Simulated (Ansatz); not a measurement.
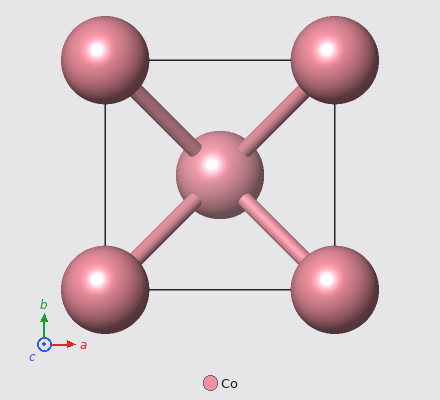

The structure, seen along [001]; the drawing may span several cells.

Given this structure, the input geometry of an electronic-structure calculation (not necessarily at equilibrium); the starting structure was generated, so it need not be a known form of this composition, written in its standard cell:

```cif
data_structure
_symmetry_space_group_name_H-M 'P 1'
_symmetry_Int_Tables_number 1
_cell_length_a 2.8475
_cell_length_b 2.8475
_cell_length_c 2.8475
_cell_angle_alpha 90.000
_cell_angle_beta 90.000
_cell_angle_gamma 90.000
_cell_volume 23.09
loop_
_atom_site_label
_atom_site_type_symbol
_atom_site_fract_x
_atom_site_fract_y
_atom_site_fract_z
_atom_site_occupancy
Co1 Co 0.00000 0.00000 0.00000 1
Co2 Co 0.50000 0.50000 0.50000 1
```

### Predict the [001] zone-axis pattern (80 kV, kinematic, B = 0.5 Å²).

The spots form a square net with both shortest vectors at d = 2.01 Å, 90.0° apart. They are 1 -1 0 and 1 1 0. The pattern has symmetry 4mm. The lattice centring (I) removes all reflections that break h + k + l = 2n.

Strongest reflections with d > 0.80 Å, one of each family (|F|² from tabulated Gaussian fits of the electron scattering factors, times a small damping for the curvature of the Ewald sphere):

| hkl | d (Å) | I (strongest = 100) |
| --- | --- | --- |
| 1 1 0 | 2.013 | 100 |
| 2 0 0 | 1.424 | 48 |
| 2 2 0 | 1.007 | 19 |
| 3 1 0 | 0.900 | 13 |

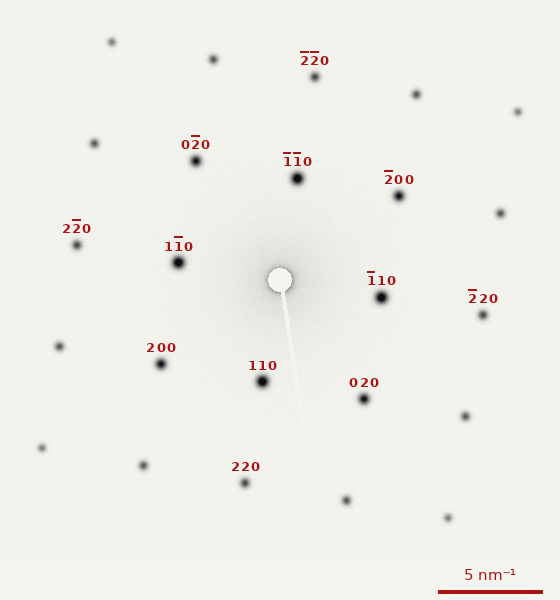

Calculated pattern, seen from the source side with [001] pointing towards the source.
